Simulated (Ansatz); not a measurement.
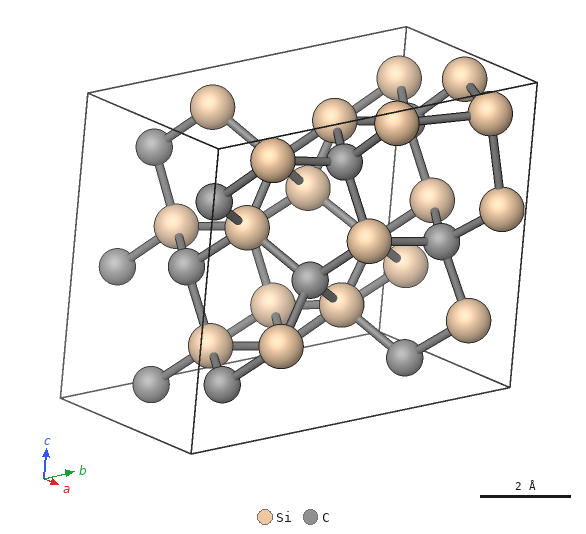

Drawn in the ball-and-stick manner and seen slightly off an axis. Atoms at the boundary of the simulation cell (the box) are drawn once for each face, edge or corner they touch. Cell: a = 7.378 Å, b = 7.378 Å, c = 7.378 Å, α = 77.90°, β = 77.90°, γ = 77.90°.

What is this?

- Its composition is Si$_{19}$C$_{18}$.
- The structure has R3m (No. 160) symmetry and a rhombohedral (trigonal R) lattice.
- In the cell are 19 Si, 18 C, which makes 1 formula unit.
- With all contacts inside bonding distance counted, the coordination numbers are Si 4 to 9 (mean 4.6) and C 4 to 5 (mean 4.2).
- The bonds build a three-dimensional framework.

Origin of the cell: a structure listed in the Materials Project, repeated into a supercell with a point defect put in. The atoms were relaxed in a fixed cell with DFT PBE, scalar-relativistic, plane waves, PAW in Ansatz.
